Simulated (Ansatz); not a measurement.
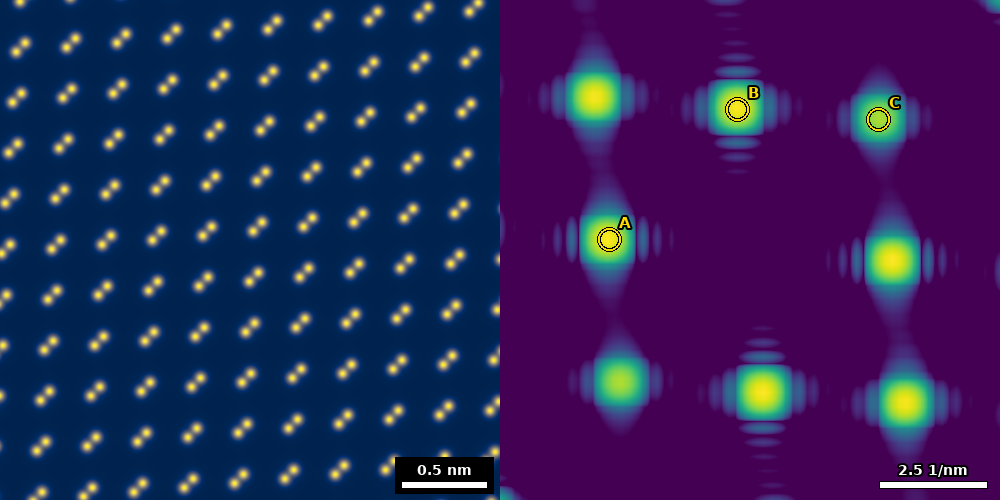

Z-contrast image of Eu (P6_3/mmc, No. 194) along [211]. The image is simulated as a sum over atoms of Z^1.7, blurred by a 0.52 Å probe (no channelling). The probe carries 15 % of its weight in a tail 2.5 times as wide. Structure used: the end point of a relaxation with DFT PBE, scalar-relativistic, plane waves, PAW (Ansatz); the starting structure was generated, so it need not be a known form of this composition.

The right panel is the modulus of the image's Fourier transform on a logarithmic scale.

a = 3.928 Å, b = 3.928 Å, c = 6.298 Å, α = 90.00°, β = 90.00°, γ = 120.00°

Index the marked spots and give their plane spacings (the zone axis points at the viewer; indices equivalent by symmetry, or all signs reversed, are as good).

A: (1 -1 -1), d = 2.99 Å; B: (0 -1 1), d = 2.99 Å; C: (-1 0 2), d = 2.31 Å. A and B enclose 81°, and every spot obeys the zone law hu + kv + lw = 0 for [211].
